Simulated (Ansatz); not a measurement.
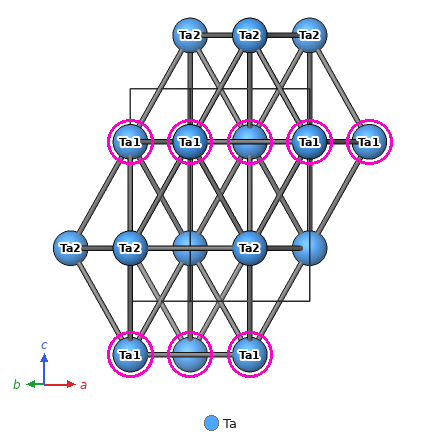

The system is Ta (P6_3/mmc, No. 194; 2 atoms in the cell); the picture shows the reference structure. Atom Ta1 is moved over a plane while all other atoms and the cell stay fixed (its periodic images move with it) (x along [1 0 0], y along [1 2 0], z along [0 0 1] of the conventional cell). The first coordinate is: shift of Ta1 along x; the second: shift of Ta1 along z. Grid: 5 × 5 points; 9 points were computed and 16 follow by symmetry. Energies are in eV per cell, from the lowest grid point. The reference cell is the one listed in the database, not relaxed at this level. All numbers below come from DFT PBEsol, scalar-relativistic, plane waves, PAW in Ansatz. Settings: cutoff 420 eV, k-mesh 18×18×10 in the order of the run's cell vectors, gaussian smearing 0.15 eV, no spin polarisation.

Its coordinates:

```xyz
2
Lattice="2.9004 0.0000 0.0000 -1.4502 2.5118 0.0000 0.0000 0.0000 5.1663" Properties=species:S:1:pos:R:3 pbc="T T T"
Ta    1.4502    0.8373    3.8747
Ta    0.0000    1.6745    1.2916
```

Range: shift of Ta1 along x from −0.450 to 0.450 Å; shift of Ta1 along z from −0.450 to 0.450 Å.

Q: What landscape does the calculation give?

A: The lowest grid point is at shift of Ta1 along x = −0.450 Å, shift of Ta1 along z = 0.000 Å. It lies at the edge of the scanned range, so the true minimum may lie outside. The reference structure, at shift of Ta1 along x = 0.000 Å, shift of Ta1 along z = 0.000 Å, is a saddle of this map. The highest grid point, shift of Ta1 along x = 0.000 Å, shift of Ta1 along z = −0.450 Å, lies 1.05 eV above the lowest.

```csv
"shift of Ta1 along z ↓, shift of Ta1 along x →",−0.450,−0.225,0.000,0.225,0.450
0.450,0.92,0.99,1.05,0.99,0.92
0.225,0.24,0.28,0.32,0.28,0.24
0.000,0.00,0.03,0.06,0.03,0.00
−0.225,0.24,0.28,0.32,0.28,0.24
−0.450,0.92,0.99,1.05,0.99,0.92
```

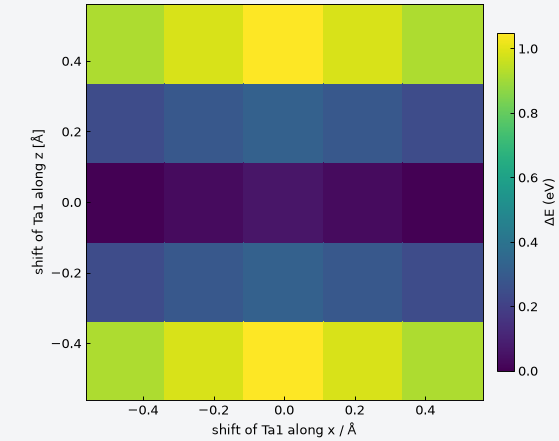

In the figure: one coloured cell a grid point.
